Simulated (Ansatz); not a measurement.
# Nudged elastic band of NiSi₁₆

The run: nudged elastic band of NiSi₁₆ (defect cell, 17 atoms in the cell). Method and program: DFT PBEsol, scalar-relativistic, plane waves, PAW, PAW set soft_1 (Ansatz 0.2.0).

One setting was made poor on purpose. It belongs to a series of runs on one base structure; here: an input spoilt on purpose.

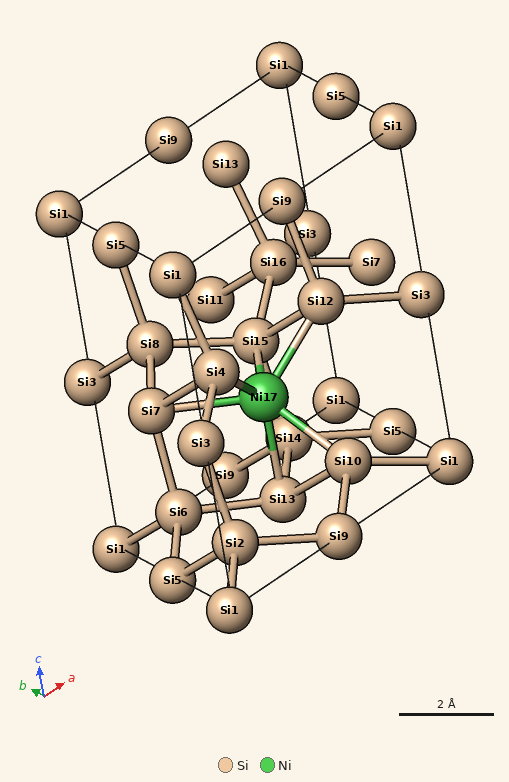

Fig. 1: The input geometry (ball-and-stick view of the cell of the calculation, seen slightly off an axis; atoms are numbered from 1 in the order of the input). An atom can appear more than once, as a periodic image. Near neighbours in the periodic cell (some may lie outside the picture): Si has 4 Si at 2.34 to 2.37 Å; Si has 1 Ni at 2.27 to 2.45 Å and 4 Si at 2.34 to 2.43 Å; Ni has 7 Si at 2.27 to 2.45 Å.

### Input
```yaml
crystal:
  lattice:
    - [0.0, 5.43, 5.43]
    - [5.43, 0.0, 5.43]
    - [5.43, 5.43, 0.0]
  atoms:
    - { symbol: Si, position: [-0.0064861, 0.0220282, -0.0068529] }
    - { symbol: Si, position: [0.11694345, 0.14843546, 0.11716151] }
    - { symbol: Si, position: [-0.00738482, 0.02351326, 0.49109201] }
    - { symbol: Si, position: [0.14288275, 0.11673129, 0.62030034] }
    - { symbol: Si, position: [-0.00716972, 0.52290007, -0.00827383] }
    - { symbol: Si, position: [0.11702058, 0.6476574, 0.11688312] }
    - { symbol: Si, position: [0.01574562, 0.5046658, 0.48993632] }
    - { symbol: Si, position: [0.11634921, 0.64901275, 0.61773328] }
    - { symbol: Si, position: [0.49085574, 0.02382294, -0.00754062] }
    - { symbol: Si, position: [0.62057866, 0.11690849, 0.14239858] }
    - { symbol: Si, position: [0.51923362, -0.05733469, 0.5185026] }
    - { symbol: Si, position: [0.61978566, 0.11699381, 0.6196675] }
    - { symbol: Si, position: [0.49022647, 0.50502016, 0.01564986] }
    - { symbol: Si, position: [0.61883805, 0.6492714, 0.11566021] }
    - { symbol: Si, position: [0.48933133, 0.50511127, 0.48858218] }
    - { symbol: Si, position: [0.643113, 0.56972357, 0.64296323] }
    - { symbol: Ni, position: [0.39769302, 0.3040695, 0.39825072] }
magnetization:
  spin_polarized: true
basis:
  ecutwfc: 420.0
kpoints:
  mp_grid: { grid: [2, 2, 2] }
hamiltonian:
  xc: pbesol
  pseudopotentials: { kind: paw, azcp: { folder: soft_1 } }
scf:
  occupations: { method: gaussian, width: 0.05 }
  lower_state_search: "off"
  max_iter: 99
neb:
  images: 2
  f_tol: 0.05
  max_iterations: 8
  order_check: false
  climbing: false
  final_atoms:
    - { symbol: Si, position: [-0.0064861, 0.0220282, -0.0068529] }
    - { symbol: Si, position: [0.11694345, 0.14843546, 0.11716151] }
    - { symbol: Si, position: [-0.00738482, 0.02351326, 0.49109201] }
    - { symbol: Si, position: [0.14288275, 0.11673129, 0.62030034] }
    - { symbol: Si, position: [-0.00716972, 0.52290007, -0.00827383] }
    - { symbol: Si, position: [0.11702058, 0.6476574, 0.11688312] }
    - { symbol: Si, position: [0.01574562, 0.5046658, 0.48993632] }
    - { symbol: Si, position: [0.11634921, 0.64901275, 0.61773328] }
    - { symbol: Si, position: [0.49085574, 0.02382294, -0.00754062] }
    - { symbol: Si, position: [0.62057866, 0.11690849, 0.14239858] }
    - { symbol: Si, position: [0.51923362, -0.05733469, 0.5185026] }
    - { symbol: Si, position: [0.61978566, 0.11699381, 0.6196675] }
    - { symbol: Si, position: [0.49022647, 0.50502016, 0.01564986] }
    - { symbol: Si, position: [0.61883805, 0.6492714, 0.11566021] }
    - { symbol: Si, position: [0.48933133, 0.50511127, 0.48858218] }
    - { symbol: Si, position: [0.643113, 0.56972357, 0.64296323] }
    - { symbol: Ni, position: [0.39769302, 0.3040695, 0.39825072] }
```

Machine: 2 threads of Intel Xeon @ 2.90GHz (Ice Lake), 192 GiB of memory available, shared host.

Run as:
```bash
ansatz run input.yaml --threads 2 --pin off --max-ram 5120MiB --backend cpu --events-out ev --progress --plain --runs-dir out
```

### Output
```
Error: invalid value for `neb.final_atoms`: is identical to crystal.atoms — the two endpoints must differ for a path to exist
```

### What the run reported

```csv
quantity,value
outcome,refused by the program
```

### Diagnosis

The program refused the input: “invalid value for `neb.final_atoms`: is identical to crystal.atoms — the two endpoints must differ for a path to exist” A deliberately poor setting: bad input.
